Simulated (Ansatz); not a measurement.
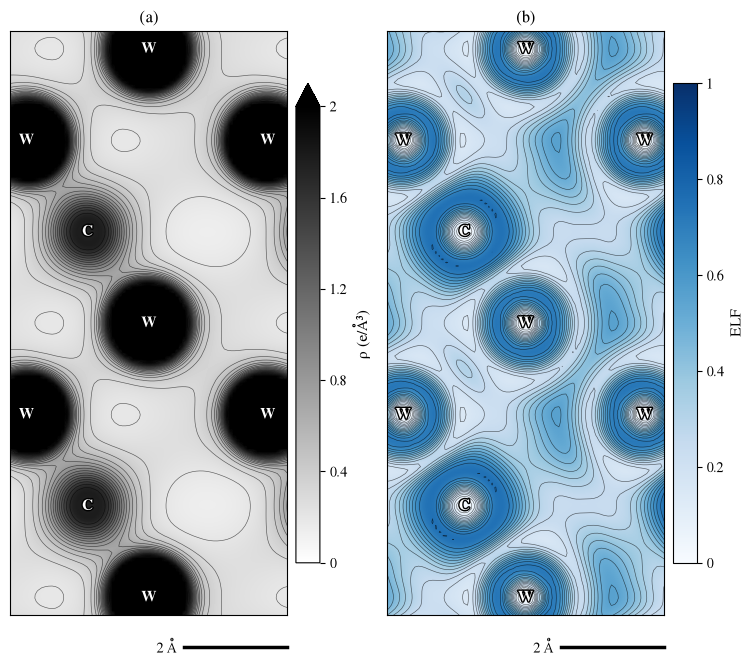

W$_{2}$C. (a) valence pseudo-density; (b) electron localisation function on the (110) plane of the conventional cell.

Space group P-3m1; a structure from a database of computed crystals, not necessarily the ambient phase; computed pressure about −16 GPa in this cell.

Level of theory: Kohn-Sham DFT of a periodic cell, LDA, spin-orbit coupling, Ansatz PAW (Ansatz 0.2.0).

In a PAW calculation such maps are meaningful between the atoms, not at the nuclei.

```
W C
1.0
     3.07005    0.00000    0.00000
    -1.53502    2.65874    0.00000
     0.00000    0.00000    4.67843
W C
2 1
Direct
  0.66667 0.33333 0.25367
  0.33333 0.66667 0.74633
  0.00000 0.00000 0.00000
```

> What does the map show?

- The section cuts through W and C sites.
- W–C (2.13 Å): the density is about 0.74 e/Å³ at the midpoint; the ELF peaks at about 0.75 in the valence shell of C, 0.6 Å from its nucleus, and is about 0.30 at the midpoint.
- W–W (2.91 Å): ρ at the midpoint is about 0.34 e/Å³; the ELF is about 0.40 at the midpoint.
- W–W (2.96 Å): ρ at the midpoint is about 0.33 e/Å³; the ELF is about 0.30 at the midpoint.
- Between the atoms the lowest density in this plane is 0.14 e/Å³.
- The features right at W lie inside the PAW spheres, where the map follows smoothed inner orbitals and isn't to be read closely.

> Does the calculation give a band gap?

It is gapless in this calculation (a metal or semimetal).
